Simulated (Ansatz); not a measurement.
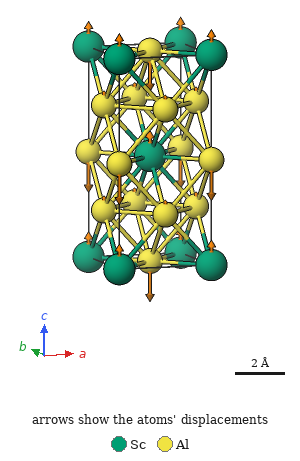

The lowest optical mode of solid ScAl$_{3}$ relaxed at 3 GPa, space group I4/mmm (No. 139), at the zone centre. The orange arrows give the relative displacements of the atoms. A ball-and-stick model of the conventional cell (2 times the calculation's cell), seen slightly off an axis. Lengths and directions refer to the drawn axes.

Theory: DFT PBE, scalar-relativistic, plane waves, PAW in Ansatz 0.2.0. (plane-wave cutoff 420 eV; k-point mesh 14 × 14 × 14; occupations fermi dirac; smearing width 0.15 eV; target pressure 3 GPa; no spin polarisation)

The frequencies depend somewhat on the k-mesh and the smearing.

Question: Is this crystal at a minimum with respect to the drawn distortion?

Answer: Yes: this softest mode has a real frequency, and so have all others here. That speaks for this wave vector alone: the rest of the zone wasn't checked in this run. This is the A₂u mode at 149 cm⁻¹, the lowest optical level, infrared-active by symmetry. The Al (2b) sublattice moves against the Sc and Al (4d) sublattices, along c; the kinetic energy is shared as Al 78 %, Sc 22 %. The crystal is a metal, so free carriers screen the infrared response.
